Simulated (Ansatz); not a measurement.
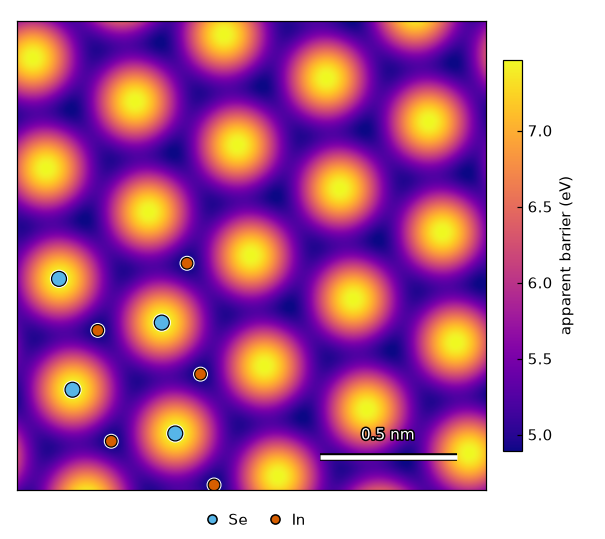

Map of the apparent barrier height, 0.952 eV Å² × (d ln I/dz)², 3.8 Å above InSe(001) (P6_3/mmc bulk, 12 atomic planes (those closer than 0.6 Å count as one), 23 Å, Se-terminated) at −0.80 V; lighter colours are higher.

Model: Tersoff–Hamann, s-wave tip, no tip–sample forces. Zero bias is put in the middle of the gap by convention. Bias windows are sharp sums over the levels of the k mesh.

Method: DFT PBE, scalar-relativistic, plane waves, PAW (Ansatz). Cutoff 420 eV, 15 × 15 k-points, Gaussian smearing 0.05 eV, dipole correction. The slab is a cut without reconstruction beyond its cell, at the source's lattice constants, with its lower half held fixed and the rest relaxed. No spin polarisation. Spin–orbit coupling is left out; with In it can shift levels and gaps. The run couldn't confirm all of its levels under its output density. The run warns that the functional's potential is rough in the thin density of the vacuum, where the tip is; weak contrasts and barriers may feel it.

Where is the apparent barrier highest and lowest, and over what range?

Answer. It is highest, 7.5 eV, over the top Se atoms, and lowest, 4.9 eV, over the In atoms 1.3 Å below the top plane. The vacuum level lies 5.40 eV above zero bias, 5.58 eV above the highest filled states.
